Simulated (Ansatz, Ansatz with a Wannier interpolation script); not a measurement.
# GaN (P6_3mc): quasiparticle bands by Wannier interpolation, part 2 of 2

Aim: the G0W0 bands of GaN (P6_3mc) along the symmetry lines, with the gap off the mesh.

Ansatz 0.2.0; LDA, Wannier functions and G0W0, plane waves, PAW. Known limits of the many-body steps: not at the basis limit; no spin-orbit coupling.

So far. Step 3 (Wannier functions (Ga:4s Ga:4p N:2p) on 9×9×4): Near the gap the model misses directly solved bands by 3.5 meV r.m.s. and by 47 meV at most in the window tested. This tests the starting bands, not the corrections carried with them. Step 4 (G0W0 at every point of the mesh: 9×9×4 mesh, 207 empty …): The gap on the mesh goes from 1.98 eV to 3.18 eV, a correction of +1.20 eV.

The database entry behind the starting cell differs from later determinations by our own check (about 0.3 % short, ideal inner coordinate), so it need not match the best structure at ambient conditions.

### Step 5. Interpolating the corrections

A script adds the corrections, carried to the Wannier functions and back, to the LDA levels, along the path and on a 26×26×9 mesh.

- G0W0 gap over the zone: 3.181 eV
- valence top at: Γ
- conduction bottom at: Γ
- starting gap over the zone: 1.977 eV
- least direct G0W0 gap: 3.181 eV
- G0W0 gap on the mesh: 3.181 eV
- valence width, start: 7.222 eV
- valence width, G0W0: 7.379 eV
- gap by a rigid shift: 3.181 eV

Levels solved directly plus the interpolated quasiparticle correction. Limits: finite bands, cutoff and mesh; no spin-orbit coupling. The quasiparticle bands at the labelled points (eV, zero at the valence-band top of each set):

| point | band 15 | band 16 | band 17 | band 18 | band 19 |
| --- | --- | --- | --- | --- | --- |
| Γ | -1.16 | -0.07 | 0.00 | 0.00 | 3.18 |
| M | -4.53 | -2.99 | -2.46 | -1.08 | 6.21 |
| K | -5.56 | -3.28 | -3.28 | -2.97 | 6.10 |
| Γ | -1.16 | -0.07 | 0.00 | 0.00 | 3.18 |
| A | -0.60 | -0.60 | -0.60 | -0.60 | 5.64 |
| L | -2.12 | -2.12 | -2.08 | -2.08 | 5.57 |
| H | -4.54 | -4.54 | -1.62 | -1.62 | 7.85 |
| A | -0.60 | -0.60 | -0.60 | -0.60 | 5.64 |
| jump to L | -2.12 | -2.12 | -2.08 | -2.08 | 5.57 |
| M | -4.53 | -2.99 | -2.46 | -1.08 | 6.21 |
| jump to H | -4.54 | -4.54 | -1.62 | -1.62 | 7.85 |
| K | -5.56 | -3.28 | -3.28 | -2.97 | 6.10 |

The same for LDA:

| point | band 15 | band 16 | band 17 | band 18 | band 19 |
| --- | --- | --- | --- | --- | --- |
| Γ | -1.07 | -0.06 | 0.00 | 0.00 | 1.98 |
| M | -4.33 | -2.81 | -2.30 | -1.00 | 4.92 |
| K | -5.40 | -3.08 | -3.08 | -2.75 | 4.97 |
| Γ | -1.07 | -0.06 | 0.00 | 0.00 | 1.98 |
| A | -0.55 | -0.55 | -0.55 | -0.55 | 4.23 |
| L | -1.98 | -1.98 | -1.95 | -1.95 | 4.31 |
| H | -4.28 | -4.28 | -1.52 | -1.52 | 6.38 |
| A | -0.55 | -0.55 | -0.55 | -0.55 | 4.23 |
| L | -1.98 | -1.98 | -1.95 | -1.95 | 4.31 |
| M | -4.33 | -2.81 | -2.30 | -1.00 | 4.92 |
| H | -4.28 | -4.28 | -1.52 | -1.52 | 6.38 |
| K | -5.40 | -3.08 | -3.08 | -2.75 | 4.97 |

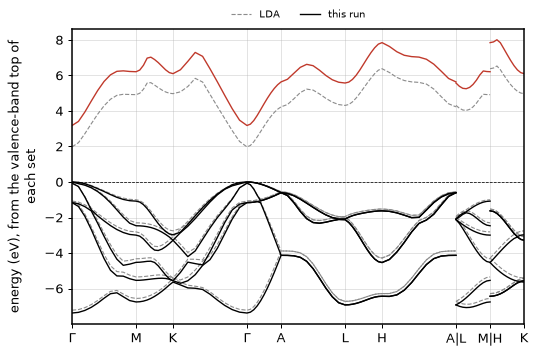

Quasiparticle bands along the path; lines of filled and empty bands in two colours; dashed: LDA.

Minima of the lowest conduction band, from levels solved directly at the displaced points, plus the interpolated correction; masses are left empty at degenerate points, on flat bands and where the interpolated correction rules the curvature; G0W0 masses are rough. Conduction valleys, by row:

| point | k (reciprocal lattice) | valleys in the zone | G0W0 level above the valence top (eV) | LDA level above the valence top (eV) | G0W0 principal masses (m_e) | LDA principal masses (m_e) |
| --- | --- | --- | --- | --- | --- | --- |
| Γ | 0.000 0.000 0.000 | 1 | 3.181 | 1.977 | 0.183 0.199 0.199 | 0.170 0.184 0.184 |

Second differences of levels solved directly at the displaced points, plus the interpolated correction, at the quasiparticle band edges; no spin-orbit coupling; left empty where the band is flat or the interpolated correction rules the curvature. Effective masses, by row:

```csv
carrier,point,Cartesian direction,band,LDA mass (m_e),G0W0 mass (m_e)
hole,Γ,100,18,2.036,2.31
hole,Γ,100,17,0.174,0.19
hole,Γ,010,18,2.173,2.198
hole,Γ,010,17,0.174,0.189
hole,Γ,001,18,1.843,1.67
hole,Γ,001,17,1.843,1.669
hole,Γ,110,18,2.17,2.602
hole,Γ,110,17,0.174,0.188
hole,Γ,111,18,1.967,2.1
hole,Γ,111,17,0.249,0.267
electron,Γ,100,19,0.183,0.198
electron,Γ,010,19,0.183,0.198
electron,Γ,001,19,0.169,0.182
electron,Γ,110,19,0.183,0.198
electron,Γ,111,19,0.178,0.193
```

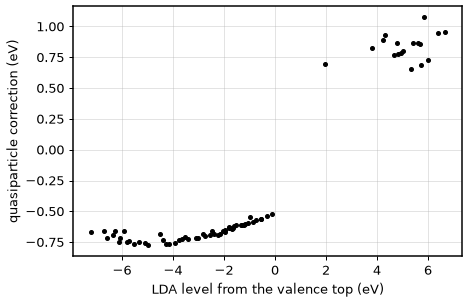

The correction of every computed level, on the run's own energy scale, against its starting energy.

### Step 6. LDA+SOC bands, for comparison

The many-body steps leave out spin-orbit coupling, so its effect is taken from a two-component run, with twice the bands.

This step: DFT, LDA with spin-orbit coupling, plane waves, PAW; PAW set soft_1.

File input.yaml:

```yaml
crystal:
  lattice:
    - [3.18, 0.0, 0.0]
    - [-1.59, 2.75396078, 0.0]
    - [0.0, 0.0, 5.166]
  atoms:
    - { symbol: Ga, position: [0.33333333, 0.66666667, 0.0] }
    - { symbol: Ga, position: [0.66666667, 0.33333333, 0.5] }
    - { symbol: "N", position: [0.33333333, 0.66666667, 0.375] }
    - { symbol: "N", position: [0.66666667, 0.33333333, 0.875] }
kpoints:
  mp_grid: { grid: [9, 9, 4] }
  band_path:
    path:
      - [[0.0, 0.0, 0.0], [0.5, 0.0, 0.0], [0.33333333, 0.33333333, 0.0], [0.0, 0.0, 0.0], [0.0, 0.0, 0.5], [0.5, 0.0, 0.5], [0.33333333, 0.33333333, 0.5], [0.0, 0.0, 0.5]]
      - [[0.5, 0.0, 0.5], [0.5, 0.0, 0.0]]
      - [[0.33333333, 0.33333333, 0.5], [0.33333333, 0.33333333, 0.0]]
    npoints: 10
hamiltonian:
  xc: lda
  pseudopotentials: { kind: paw_fr, azcp: { folder: soft_1 }, xc_functional: pbe }
scf:
  occupations: { method: fermi_dirac, width: 0.02 }
  n_extra_bands: 10
magnetization:
  noncollinear: true
  spin_orbit: true
output:
  eigenvalues: true
```

Launch:

```console
$ ansatz run input.yaml --threads 3 --pin off --max-ram 92160MiB --backend cuda --events-out ev --progress --plain --runs-dir out --devices 1 --max-vram 13GiB
```

Numbers of over 12 decimals in the logs are rounded to 6 here.

Log:

```text
[...]
GPUs: using 1 of 1 available (devices: 1).
[...]
non-collinear run that drives no moment, with spin-orbit: no starting moment large enough to seed its density (crystal.atoms[].spin), no starting occupations that ask for one, no magnetisation constraint and no magnetic field, so the semilocal B_xc is pinned to zero
[...]
GPU FFT provider: cuFFT
GPU libraries: cuBLAS 13.8.2, cuFFT 12.4.0, cuSOLVER 12.3.4
Crystal: 4 atoms, lattice volume = 45.242 Å³
Basis set: ecut = 420 eV, 881 PW (Γ)
Bands: 46, of which v1, the nominal top of the filled ones, is band 36 counted from 1 (35 counted from 0)
Symmetry: 12 space group operations + 12 with time reversal
[...]
k-points: 36 of 324 (time reversal used)
Projection manifold: j_resolved (fully-relativistic pseudo-atomic orbitals)
[...]
GPU buffer pool allocated for 20736 grid points (all kernels)
[...]
SCF iter   1: F=—  HF=-8165.572138 eV  |F-HF|=—  |Δ(HF+E_count)|=         —  Δρ=1.04e-1  dr2=4.28e0  dr2_m=0.00e0 (ungated)  ethr=3.10e-3  |M|=0.00e0 ∫|m|=0.00e0 μB  |m|>n=0.0e0 m-floor=0.0e0 τ_xc=0.0e0  β_m=0.30  ⟨swp⟩=5.2  Hψ=7005  notcnv=0
[...]
spin=Noncollinear: Resta preconditioning applied to the charge; magnetization (m_x, m_y, m_z) channels mix plain (no charge-response kernel on spin).
SCF iter   2: F=—  HF=-8164.723381 eV  |F-HF|=—  |Δ(HF+E_count)|=   8.49e-1  Δρ=6.23e-2  dr2=1.32e0  dr2_m=0.00e0 (ungated)  ethr=3.10e-3  |M|=0.00e0 ∫|m|=0.00e0 μB  |m|>n=0.0e0 m-floor=0.0e0 τ_xc=0.0e0  β_m=0.48  ⟨swp⟩=2.0  Hψ=2490  notcnv=0  defer=142
[...]
SCF iter   8: F=-8164.328305 eV  HF=-8164.328305 eV  |F-HF|=1.79e-8  |Δ(HF+E_count)|=   1.09e-6  Δρ=1.10e-5  dr2=4.75e-8  dr2_m=0.00e0 (ungated)  ethr=2.78e-10  |M|=0.00e0 ∫|m|=0.00e0 μB  |m|>n=0.0e0 m-floor=0.0e0 τ_xc=0.0e0  ⟨swp⟩=7.1  Hψ=6182  notcnv=0
SCF 1 converged in 8 iterations: F = -8164.328305 eV  dr2 = 4.75e-8
[...]
SCF converged after 8 iterations
Magnetization: |M| = 0.0000 μB,  M = (+0.0000, +0.0000, +0.0000) μB
Absolute magnetization: 0.0000 μB (∫|m|)
  site 0: m = (+0.0000, +0.0000, +0.0000) μB, |m| = 0.0000 μB  (R = 0.80 Å)
  site 1: m = (+0.0000, +0.0000, +0.0000) μB, |m| = 0.0000 μB  (R = 0.80 Å)
  site 2: m = (+0.0000, +0.0000, +0.0000) μB, |m| = 0.0000 μB  (R = 0.80 Å)
  site 3: m = (+0.0000, +0.0000, +0.0000) μB, |m| = 0.0000 μB  (R = 0.80 Å)
Free energy (F): -8164.328305 eV
[...]
Internal energy: -8164.328305 eV  (E = F + TS)
E sigma→0 (E₀):  -8164.328305 eV
Fermi energy:    10.464961 eV
[...]
--- Band table (eV; the first three rows and the last of 36) ---
  k-point 0: bands = [... 32 lower, 9.4661, 9.4661, 9.4721, 9.4721, 11.4461, 11.4461, 13.6664, 13.6664, ... 6 higher]
  k-point 1: bands = [... 32 lower, 9.2984, 9.2984, 9.3096, 9.3096, 12.6070, 12.6070, 13.7801, 13.7801, ... 6 higher]
  k-point 2: bands = [... 32 lower, 8.9266, 8.9266, 8.9266, 8.9266, 13.7007, 13.7007, 13.7007, 13.7007, ... 6 higher]
  k-point 35: bands = [... 32 lower, 7.9401, 7.9401, 7.9472, 7.9472, 15.8337, 15.8337, 15.8596, 15.8596, ... 6 higher]
```

Run time: 8.2 s. Hardware: 1 × NVIDIA H100 80GB HBM3 (shared by 6 runs) with 3 threads of AMD EPYC 7R13 (Zen 3), shared host; peak memory 1 GiB.

Numbers from this step:

```yaml
filled_bands: 36
gap: 1.974 eV
valence_top_at: Γ
conduction_bottom_at: Γ
least_direct_gap: 1.974 eV
```

The gap is that of LDA.

### Step 7. HSE06 bands, for comparison

This step: DFT, HSE06, plane waves, PAW; PAW set soft_1.

input.yaml, the sections that differ from step 6:

```yaml
kpoints:
  mp_grid: { grid: [6, 6, 4] }
  band_path:
    path:
      - [[0.0, 0.0, 0.0], [0.5, 0.0, 0.0], [0.33333333, 0.33333333, 0.0], [0.0, 0.0, 0.0], [0.0, 0.0, 0.5], [0.5, 0.0, 0.5], [0.33333333, 0.33333333, 0.5], [0.0, 0.0, 0.5]]
      - [[0.5, 0.0, 0.5], [0.5, 0.0, 0.0]]
      - [[0.33333333, 0.33333333, 0.5], [0.33333333, 0.33333333, 0.0]]
    npoints: 10
hamiltonian:
  xc: hse06
  pseudopotentials: { kind: paw, azcp: { folder: soft_1 } }
scf:
  occupations: { method: fixed }
  n_extra_bands: 5
# crystal, output: as in step 6
# magnetization: removed
```

Log:

```text
[...]
GPUs: using 1 of 1 available (devices: 1).
[...]
davidson cushion auto → on  (no smearing: the cushion is to keep the highest requested band from converging to the state above it; pin scf.eigensolver.cushion to override)
[...]
GPU FFT provider: cuFFT
GPU libraries: cuBLAS 13.8.2, cuFFT 12.4.0, cuSOLVER 12.3.4
Crystal: 4 atoms, lattice volume = 45.242 Å³
Basis set: ecut = 420 eV, 881 PW (Γ)
Bands: 23, of which v1, the nominal top of the filled ones, is band 18 counted from 1 (17 counted from 0)
Symmetry: 12 space group operations
[...]
k-points: 21 of 144 (time reversal used)
[...]
GPU buffer pool allocated for 20736 grid points (all kernels)
[...]
SCF iter   1: F=—  HF=-8337.158529 eV  |F-HF|=—  |Δ(HF+E_count)|=         —  Δρ=1.15e-1  dr2=5.23e0  ethr=1.00e-1  ⟨swp⟩=4.4  Hψ=1440  notcnv=0
[...]
SCF iter   5: F=-8335.809689 eV  HF=-8335.809730 eV  |F-HF|=4.01e-5  |Δ(HF+E_count)|=   3.91e-3  Δρ=9.22e-4  dr2=1.69e-4  ethr=2.28e-5  ⟨swp⟩=3.1  Hψ=1408  notcnv=0  defer=1
SCF 1 stopped early in 5 iterations: F = -8335.809689 eV  dr2 = 1.69e-4
[...]
GPU FFT provider: cuFFT
GPU libraries: cuBLAS 13.8.2, cuFFT 12.4.0, cuSOLVER 12.3.4
[...]
GPU buffer pool allocated for 20736 grid points (all kernels)
[...]
GPU libraries: cuBLAS 13.8.2, cuFFT 12.4.0, cuSOLVER 12.3.4
GPU buffer pool allocated for 20736 grid points (all kernels)
[...]
Frozen-core exchange: fock
SCF iter   1: F=—  HF=-8336.815067 eV  |F-HF|=—  |Δ(HF+E_count)|=         —  Δρ=8.93e-5  dr2=3.50e-6  ethr=1.17e-6  ⟨swp⟩=3.1  Hψ=1179  notcnv=0
[...]
SCF iter   3: F=-8336.815070 eV  HF=-8336.815070 eV  |F-HF|=6.42e-8  |Δ(HF+E_count)|=   1.39e-6  Δρ=1.14e-5  dr2=2.93e-8  ethr=1.26e-10  ⟨swp⟩=5.2  Hψ=2068  notcnv=0  defer=1
SCF 3 converged in 3 iterations: F = -8336.815070 eV  dr2 = 2.93e-8
hybrid outer 2: dexx = +1.147e-6 eV, tail = 1.98e-7 eV, Δε = 3.13e-3 eV (about 1.94e-4 eV left of the loop's levels)
the search or the solves at the SCF's close seem to have found levels that the self-consistency loop had missed (the run counts 1). By its estimate they hold under 1e-12 electrons; where the run keeps them, the occupations were computed again with them
[...]
hybrid SCF converged: 2 outer / 8 inner (+5 warm-up), last move |dexx| = 1.15e-6 eV, tail = 1.98e-7 eV
Stability not checked: this state was not tested for a lower state beside it, because the functional holds exact exchange (a hybrid, or Hartree-Fock), whose exchange loop this test does not read (fock_operator; see scf.lower_state_search)
Free energy (F): -8336.815069 eV
Frozen-core exchange: fock
[...]
Internal energy: -8336.815069 eV  (E = F + TS)
E sigma→0 (E₀):  -8336.815069 eV
Fermi energy:    9.004263 eV
[...]
--- Band table (eV; the first three rows and the last of 21) ---
  k-point 0: bands = [... 14 lower, 7.8565, 8.9461, 9.0043, 9.0043, 12.2385, 14.7394, 20.0237, 20.5181, ... 1 higher]
  k-point 1: bands = [... 14 lower, 8.0166, 8.0166, 8.8282, 8.8282, 13.4316, 14.8525, 19.5719, 20.2448, ... 1 higher]
  k-point 2: bands = [... 14 lower, 8.4146, 8.4146, 8.4146, 8.4146, 14.7091, 14.7091, 19.1524, 19.1524, ... 1 higher]
  k-point 20: bands = [... 14 lower, 4.4628, 4.4628, 7.3925, 7.3925, 16.9680, 16.9680, 17.7224, 17.7224, ... 1 higher]
```

Run time: 77 s. Hardware: 1 × NVIDIA H100 80GB HBM3 (shared by 6 runs) with 3 threads; peak memory 1.3 GiB.

Numbers from this step:

```
filled bands         : 18
gap                  : 3.234 eV
valence top at       : Γ
conduction bottom at : Γ
least direct gap     : 3.234 eV
```

The gap stands +1.26 eV against LDA.

The electronic bands at the labelled points (eV, zero at the top of the highest nominally filled band):

| point | band 15 | band 16 | band 17 | band 18 | band 19 | band 20 | band 21 | band 22 |
| --- | --- | --- | --- | --- | --- | --- | --- | --- |
| Γ | -1.15 | -0.06 | 0.00 | 0.00 | 3.23 | 5.74 | 11.02 | 11.51 |
| M | -4.58 | -2.99 | -2.41 | -1.06 | 6.37 | 7.01 | 7.46 | 10.54 |
| K | -5.68 | -3.27 | -3.27 | -2.94 | 6.29 | 9.69 | 9.69 | 9.97 |
| Γ | -1.15 | -0.06 | 0.00 | 0.00 | 3.23 | 5.74 | 11.02 | 11.51 |
| A | -0.59 | -0.59 | -0.59 | -0.59 | 5.70 | 5.70 | 10.15 | 10.15 |
| L | -2.11 | -2.11 | -2.07 | -2.07 | 5.70 | 5.70 | 9.42 | 9.42 |
| H | -4.54 | -4.54 | -1.61 | -1.61 | 7.96 | 7.96 | 8.72 | 8.72 |
| A | -0.59 | -0.59 | -0.59 | -0.59 | 5.70 | 5.70 | 10.15 | 10.15 |
| jump to L | -2.11 | -2.11 | -2.07 | -2.07 | 5.70 | 5.70 | 9.42 | 9.42 |
| M | -4.58 | -2.99 | -2.41 | -1.06 | 6.37 | 7.01 | 7.46 | 10.54 |
| jump to H | -4.54 | -4.54 | -1.61 | -1.61 | 7.96 | 7.96 | 8.72 | 8.72 |
| K | -5.68 | -3.27 | -3.27 | -2.94 | 6.29 | 9.69 | 9.69 | 9.97 |

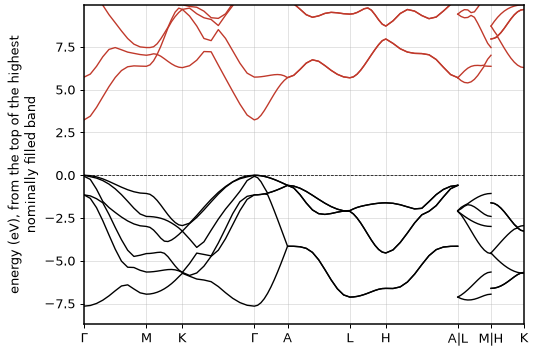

Electronic bands along the path; lines of filled and empty bands in two colours.

### Step 8. What came out

| Item | Value |
| --- | --- |
| LDA gap | 1.98 eV |
| G0W0 gap over the zone | 3.18 eV, direct |
| least direct G0W0 gap, in the model | 3.18 eV |
| with the spin-orbit change | 3.18 eV |
| GW settings | 9×9×4 mesh, 207 empty bands, screening to 160 eV, PAW set soft_1 files |
| known limits | not at the basis limit; no spin-orbit coupling |

**Reading.** The Wannier model follows the LDA bands to 3 meV r.m.s. near the gap. The G0W0 gap over the zone is 3.18 eV, direct, from Γ to Γ; on the mesh alone it is 3.18 eV, nearly the same. The valence width in the model goes from 7.22 eV to 7.38 eV. At the band edge the lightest electron mass is 0.17 m_e at the start and 0.18 m_e in G0W0; the G0W0 masses rest on corrections from the 9×9×4 mesh alone and are rough. LDA+SOC gives a gap of 1.97 eV on the same path, a spin-orbit change of −0.003 eV that would bring the G0W0 gap to 3.18 eV. HSE06 gives a gap of 3.23 eV on the same path. Bands and cutoff are finite, so the gap is not at the basis limit. The miss can reach some tenths of an eV and take either sign; the mesh is an error of its own. Beside the filled d shell of Ga, one-shot G0W0 from a semilocal start often leaves the gap short. Above the frozen window of the model the interpolated levels need not meet the computed ones, even at points of the mesh.

[Paths, hosts, dates, memory and timing lines, banners, echoed tables and standing remarks are left out of the program output.]

[Logs are printed without paths, hosts, clocks, repeated set-up lines and the standing remarks that a program may print on its own settings, such as how far it seeks lower states.]

[Runs of the session that timed out or met a known fault of the program may be left out.]

[Hosts, paths, dates, database ids (printed as entryN), source tags and the programs' standing remarks are cut or masked in the printed files.]
